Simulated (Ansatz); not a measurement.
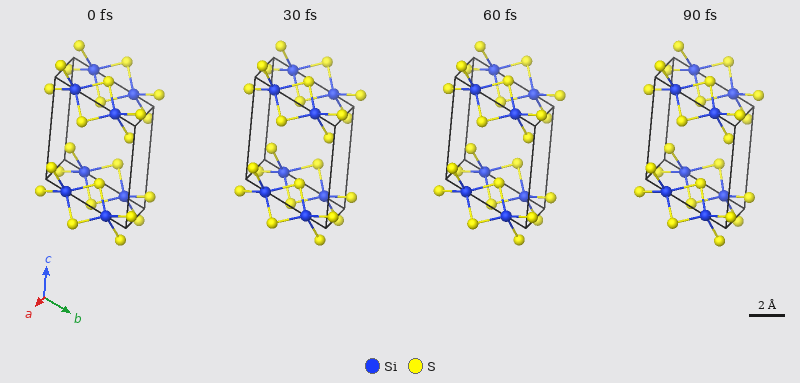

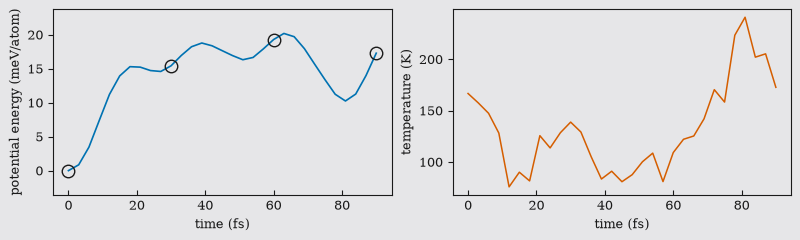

Molecular dynamics of a 6-atom cell of SiS2 (built on the measured structure type), 90 fs long. Frames and the history of the run. A ball-and-stick model of the reduced simulation cell, seen slightly off an axis. Bonds to atoms that aren't drawn are left out. Lengths and directions refer to the drawn axes.

Level of theory: DFT, PBEsol, plane waves, PAW (Ansatz 0.2.0). Settings: plane-wave cutoff 420 eV; k-point mesh 4 × 4 × 4; Fermi-Dirac smearing 0.02 eV; Langevin thermostat (NVT); set temperature 200 K; time step 3 fs.

Input
```yaml
crystal:
  lattice:
    - [-2.7433908183, 4.8180676674, 2.7616510829]
    - [2.7433908183, -4.8180676674, 2.7616510829]
    - [2.7433908183, 4.8180676674, -2.7616510829]
  atoms:
    - { symbol: Si, position: [0.75, 0.75, 0.0] }
    - { symbol: Si, position: [0.25, 0.25, 0.0] }
    - { symbol: S, position: [0.1177775564, 0.2122162985, 0.3299938549] }
    - { symbol: S, position: [0.8822224436, 0.7877837015, 0.6700061451] }
    - { symbol: S, position: [0.6177775564, 0.2877837015, 0.9055612579] }
    - { symbol: S, position: [0.3822224436, 0.7122162985, 0.0944387421] }
kpoints:
  mp_grid: { grid: [4, 4, 4] }
hamiltonian:
  xc: pbesol
scf:
  occupations: { method: fermi_dirac, width: 0.02 }
md:
  ensemble: nvt_langevin
  temperature: 200
  timestep: 3.0
  n_steps: 30
  initial_velocities: maxwell_boltzmann
  seed: 2978
```

Launched with:
```bash
ansatz run input.yaml --threads 4 --pin off --max-ram 5529MiB --backend cpu --events-out ev --progress --plain --runs-dir out
```

Question: What happens in this trajectory?

Answer: Over the second half the temperature averages 146 K (spread ±51 K). The potential energy is still drifting at the end, so the run hasn't reached equilibrium. The potential energy in the second half lies on average 16.0 meV per atom above the first frame. In the second half of the run the atoms are, in the root-mean-square, this far from where they began (common drift taken out): Si 0.08 Å, S 0.07 Å. The run lasts only 90 fs, too short to tell vibration from diffusion.

The run took 16 s on 4 threads of AMD EPYC 9R45 96-Core Processor (Zen 5), on a shared host, peak memory 0.56 GiB.
